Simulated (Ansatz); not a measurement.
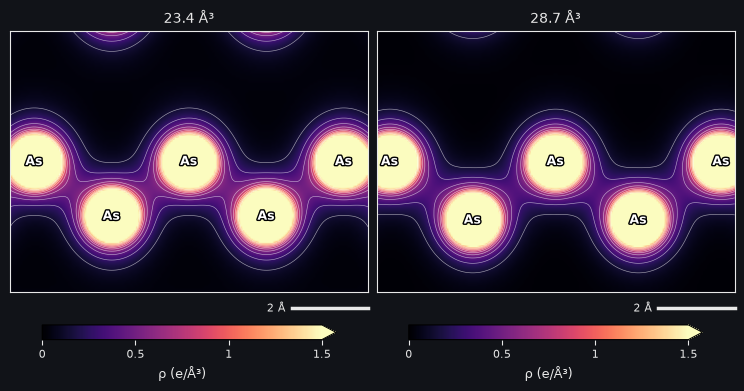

As. The valence pseudo-density of cells scaled evenly to different volumes (given per atom above each panel), on the (101̄) plane of each (indices in the axes of the cell below), at one length scale and on one colour scale.

A generated structure, not necessarily the stable one.

The calculation used DFT, LDA (PW92), plane waves (420 eV) with PAW, scalar-relativistic in Ansatz.

Core electrons are frozen (PAW), and the valence fields are smoothed inside the atomic spheres.

The largest cell:

```yaml
crystal:
  lattice:
    - [0.00000, 3.06084, 3.06084]
    - [3.06084, 0.00000, 3.06084]
    - [3.06084, 3.06084, 0.00000]
  atoms:
    - { symbol: As, position: [0.12500, 0.12500, 0.12500] }
    - { symbol: As, position: [0.87500, 0.87500, 0.87500] }
```

| volume (Å³/atom) | As–As contact in the plane (Å) | ρ at its midpoint (e/Å³) | pressure (GPa) | 
| --- | --- | --- | --- |
| 23.37 | 2.476 | 0.502 | 8.5 | 
| 26.55 | 2.584 | ? | ? | 
| 28.68 | 2.651 | 0.385 | −3.7 | 

> Estimate the missing row, and compare with the calculation.

Over the known rows ln ρ falls by 1.52 per Å of As–As distance (the line through the two), which gives 0.426 e/Å³ at 2.584 Å; the calculation gives 0.426 e/Å³. For the pressure, a straight line in volume between the neighbouring rows gives 1.2 GPa; the calculation gives −0.1, lower because pressure rises ever faster on compression.
